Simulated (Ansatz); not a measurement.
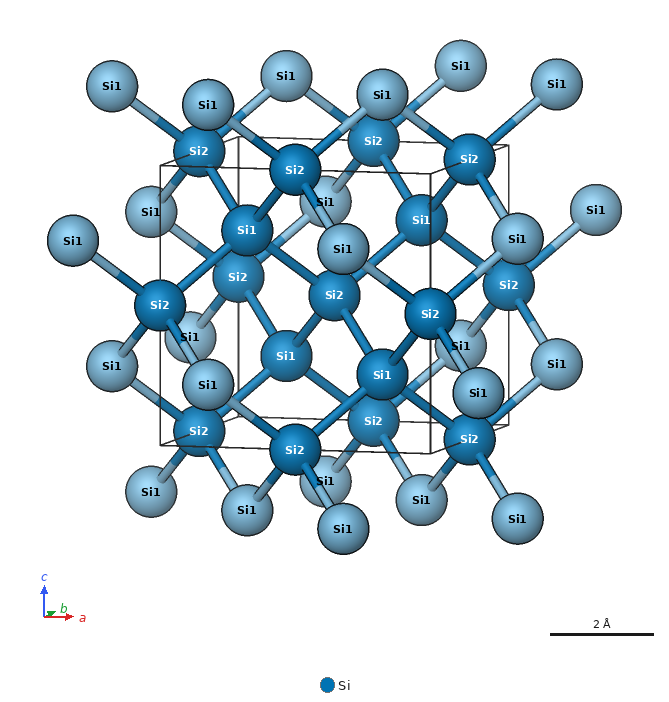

Figure 1. The input geometry (ball-and-stick view of the cell 4 times as large as that of the calculation, set on its symmetry axes, seen slightly off an axis; neighbours outside the cell are drawn fainter; atoms are numbered from 1 in the order of the input). Near neighbours in the crystal (not all of them lie inside the picture): Si has 4 Si at 2.37 Å.

## Single-point calculation of Si

The run: single-point calculation of Si (Fd-3m, 2 atoms in the cell). Method and program: DFT PBE, scalar-relativistic, plane waves, PAW, no spin polarisation (Ansatz 0.2.0).

The structure derives from an entry of the Crystallography Open Database. Figures and captions count atoms from 1; the log counts them from 0 in places.

Log
```
Engine: ansatz 0.2.0, x86_64-unknown-linux-gnu
Pseudopotentials: kind: paw
Pseudopotential: Si, paw, valence charge 4, recommended cutoff 420 eV (normal), Si.paw.azcp
Functional definition: PBE
  parameter kappa = 0.804
  parameter beta = 0.06672455060314922
  exchange = pbe_x(kappa = kappa, mu = beta*pi^2/3)
  correlation = pbe_c(beta = beta)
Crystal: 2 atoms, lattice volume = 40.910 Å³
Basis set: ecut = 420 eV, 821 PW (Γ), exchange–correlation on 54×54×54 points (8 copies of the dense FFT grid, shifted against one another)
Bands: 8, of which v1, the nominal top of the filled ones, is band 4 counted from 1 (3 counted from 0)
Symmetry: 48 space group operations
Space group: Fd-3m (ITA 227), of the structure as read, at distance tolerance 3.4e-5 Å
k-points: 47 of 1000
Non-local potential: Si, projectors of the file, l = 0: 2, l = 1: 2, l = 2: 2
PAW form: soft (Blöchl's): semilocal exchange-correlation on the pseudo side does not see the compensation charge
PAW one-centre angular grid: Si, 110 points (default); XC on 64 Gauss nodes
Initial density: superposition of atomic densities (neutral atoms: chi_scale 0, normalization atom), corrected by the library's trained network
Initial wavefunctions: pseudopotential atomic-orbital guess
Functional: x = pbe(κ = 0.804, μ = 0.2195149727645171), c = pbe(β = 0.06672455060314922)
SCF iter   1: F=—  HF=-1271.619191 eV  |F-HF|=—  |Δ(HF+E_count)|=         —  Δρ=1.32e-3  dr2=4.66e-4  ethr=1.77e-3  ⟨swp⟩=6.1  Hψ=3428  notcnv=0
preconditioner: auto → none  [insulator: Δε(μ)=0.614 eV  Ē_g=9.375 eV  σ=0.010 eV  W_gap=1.00  n_scr=8 (ndim 8)  ℏωp=16.4 eV  f_vac=0.000  D(μ)=0.00/eV (n_scr^D=0)  ε∞_Penn≈4.1]
SCF iter   2: F=—  HF=-1271.619576 eV  |F-HF|=—  |Δ(HF+E_count)|=   3.85e-4  Δρ=5.31e-4  dr2=6.68e-5  ethr=5.83e-6  ⟨swp⟩=2.1  Hψ=1100  notcnv=0
SCF iter   3: F=—  HF=-1271.619620 eV  |F-HF|=—  |Δ(HF+E_count)|=   4.47e-5  Δρ=1.05e-4  dr2=2.84e-6  ethr=8.35e-7  ⟨swp⟩=2.0  Hψ=566  notcnv=0
iter 4 did not close the SCF: its close was put off for the readings that it lacked (scf_convergence_deferred on its scf_iter line)
SCF iter   4: F=-1271.619622 eV  HF=-1271.619622 eV  |F-HF|=2.07e-8  |Δ(HF+E_count)|=   1.98e-6  Δρ=1.17e-5  dr2=3.47e-8  ethr=3.56e-8  ⟨swp⟩=2.0  Hψ=564  notcnv=0
iter 5 did not close the SCF: its close was put off for the readings that it lacked (scf_convergence_deferred on its scf_iter line)
SCF iter   5: F=-1271.619622 eV  HF=-1271.619622 eV  |F-HF|=2.75e-10  |Δ(HF+E_count)|=   2.56e-8  Δρ=9.54e-7  dr2=1.40e-10  ethr=4.34e-10  ⟨swp⟩=2.8  Hψ=566  notcnv=0
SCF iter   6: F=-1271.619622 eV  HF=-1271.619622 eV  |F-HF|=2.27e-13  |Δ(HF+E_count)|=  2.99e-10  Δρ=5.39e-8  dr2=9.03e-13  ethr=1.74e-12  ⟨swp⟩=1.0  Hψ=1128  notcnv=0
SCF 1 converged in 6 iterations: F = -1271.619622 eV  dr2 = 9.03e-13
  greatest PAW one-centre occupation: 0.633 electrons in one spin orbital (limit 2), on the Si atom at site 1 (counted from 0), in its partial waves of l = 0
NSCF: frozen V_eff on 16 k-points
NSCF: frozen V_eff on 16 k-points
NSCF: frozen V_eff on 16 k-points
NSCF: frozen V_eff on 16 k-points
NSCF: frozen V_eff on 1 k-points
NSCF: frozen V_eff on 3 k-points
NSCF: frozen V_eff on 13 k-points
NSCF: frozen V_eff on 11 k-points
NSCF: frozen V_eff on 7 k-points
NSCF: frozen V_eff on 13 k-points
NSCF: frozen V_eff on 12 k-points
NSCF: frozen V_eff on 4 k-points
NSCF: frozen V_eff on 6 k-points
NSCF: frozen V_eff on 6 k-points
NSCF: frozen V_eff on 6 k-points
NSCF: frozen V_eff on 4 k-points
NSCF: frozen V_eff on 6 k-points
NSCF: frozen V_eff on 4 k-points
NSCF: frozen V_eff on 4 k-points
NSCF: frozen V_eff on 2 k-points
NSCF: frozen V_eff on 3 k-points
SCF converged after 6 iterations
Free energy (F): -1271.619622 eV
Harris-Foulkes:  -1271.619622 eV  (|F-HF|=2.27e-13)
Internal energy: -1271.619622 eV  (E = F + TS)
E sigma→0 (E₀):  -1271.619622 eV
Fermi energy:    6.314249 eV
--- Per-component energies (eV) ---
  E_band       = 8.032601
  E_kinetic    = 80.147225
  E_local      = -56.133997  (includes V_loc(G=0)·N_el)
  E_nonlocal   = 51.752110
  E_hartree    = 15.174457
  E_xc         = -110.125491
  E_vxc        = -93.157641  (∫ρ·V_xc dr)
  E_paw        = -1025.530635  (= ΣΔE_a)
  E_vpaw       = -4.924018  (= ΣTr[D̂ρ^β])
  E_aug_tail   = 0.000013  (compensation charges beyond the density's cutoff)
  E_ewald      = -226.903304
  E_smearing   = -0.000000  (= −TS)
  E_closure    = 0.000000  (closes the sum)
  Σ components = -1271.619622   (vs F -1271.619622, Δ=0.00e0)
--- Forces (eV/Å), atoms counted from 1 ---
  atom   1  Si     0.00000000     0.00000000    -0.00000000
  atom   2  Si     0.00000000    -0.00000000    -0.00000000
  max |Σ_I F_I| component: 3.70e-17 eV/Å
--- Stress (GPa, compression-positive) ---
        0.026633      -0.000000       0.000000
       -0.000000       0.026633      -0.000000
        0.000000       0.000000       0.026633
  P = ⅓ Tr σ = 0.0266 GPa (0.266 kbar)
--- Band table (eV; the first three rows and the last of 47) ---
  k-point 0: bands = ["-5.8089", "6.0062", "6.0062", "6.0062", "8.5581", "8.5581", "8.5581", "9.1252"]
  k-point 1: bands = ["-5.6804", "4.8625", "5.8121", "5.8121", "8.5222", "8.8439", "8.8439", "10.0987"]
  k-point 2: bands = ["-5.3011", "3.0225", "5.4379", "5.4379", "8.1517", "9.3460", "9.3460", "11.8743"]
  k-point 46: bands = ["-1.6039", "-1.6039", "2.3203", "2.3203", "9.4293", "9.4293", "11.8621", "11.8621"]
```

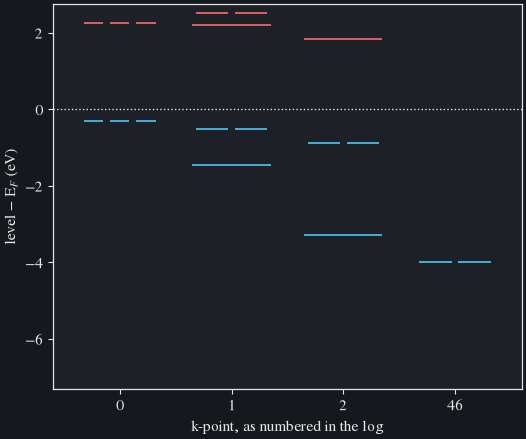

Figure 2. Kohn–Sham levels near the Fermi level (dotted) at the few k-points that the log prints; levels within 0.02 eV of each other stand side by side. Among these points the highest filled and lowest empty levels are 2.15 eV apart; the gap on the full mesh, 0.62 eV, has an edge at a point that isn't printed.

The run was set up as follows.

Input
```yaml
crystal:
  lattice:
    - [0.0, 2.7348383524, 2.7348383524]
    - [2.7348383524, 0.0, 2.7348383524]
    - [2.7348383524, 2.7348383524, 0.0]
  atoms:
    - { symbol: Si, position: [0.75, 0.75, 0.75] }
    - { symbol: Si, position: [0.5, 0.5, 0.5] }
basis:
  ecutwfc: 420
  xc_grid: 2
kpoints:
  mp_grid: { grid: [10, 10, 10] }
  band_path: { path: [VBM, CBM], npoints: 2 }
hamiltonian:
  xc: pbe
scf:
  occupations: { method: gaussian, width: 0.01 }
output:
  forces: true
  stress: true
  eigenvalues: true
```

Run as:
```bash
ansatz run input.yaml --threads 4 --pin off --max-ram 10240MiB --backend cpu --events-out ev --progress --plain --runs-dir out
```

Key numbers

- outcome: converged
- space group (tolerance 0.01 Å): Fd-3m (227)
- electrons treated: 8
- free energy: −1271.6196 eV
- Fermi energy: 6.314 eV
- gap on the k-point mesh: 0.62 eV
- gap on the band path: 0.61 eV
- pressure: 0.03 GPa
- largest force (length of the vector): under 0.001 eV/Å
- hardware: 4 threads of Intel Xeon (Granite Rapids), 64 GiB of memory available, shared host
- wall time: 0.92 s (CPU time 2.1 s)
- peak memory: 0.32 GiB
